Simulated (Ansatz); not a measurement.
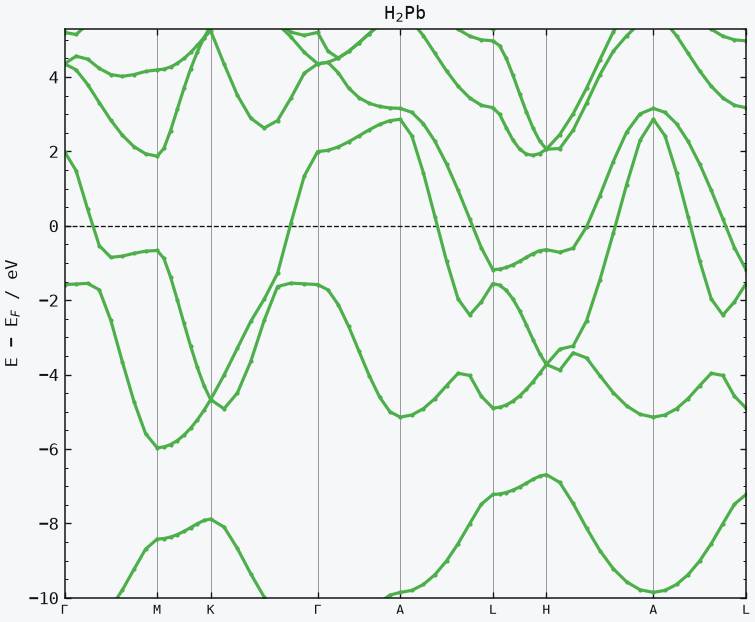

Band structure. Energies are counted from the Fermi level. The path runs straight from each named point to the next.

Which Bravais lattice do the labels of the path belong to?

A hexagonal (primitive) lattice: the path Γ–M–K–Γ–A–L–H–A–L runs through the special points of its Brillouin zone.

Input of the run:

```
crystal:
  lattice:
    - [3.7500520039, 0.0, 0.0]
    - [-1.8750260019, 3.2476403009, 0.0]
    - [0.0, 0.0, 3.6439737521]
  atoms:
    - { symbol: Pb, position: [0.0, 0.0, 0.0] }
    - { symbol: H, position: [0.3333333333, 0.6666666667, 0.2286228593] }
    - { symbol: H, position: [0.6666666667, 0.3333333333, 0.7713771407] }
kpoints:
  mp_grid: { grid: [11, 11, 6] }
  band_path:
    path:
      - [0.0, 0.0, 0.0]
      - [0.5, 0.0, 0.0]
      - [0.3333333333, 0.3333333333, 0.0]
      - [0.0, 0.0, 0.0]
      - [0.0, 0.0, 0.5]
      - [0.5, 0.0, 0.5]
      - [0.3333333333, 0.3333333333, 0.5]
      - [0.0, 0.0, 0.5]
      - [0.5, 0.0, 0.5]
    npoints: 8
scf:
  occupations: { method: fermi_dirac, width: 0.05 }
hamiltonian:
  xc: pbe
  pseudopotentials: { kind: all_electron, datasets: crystal }
output:
  forces: true
  stress: true
  eigenvalues: true
  efg: { contact_densities: true }
```

Command:
```bash
ansatz run input.yaml --threads 1 --pin off --max-ram 4096MiB --backend cpu --events-out ev --progress --plain --runs-dir out
```

Metal, semiconductor or insulator?

A metal: 2 bands cross the Fermi level along this path.

Spin-orbit coupling is left out, which matters for Pb.
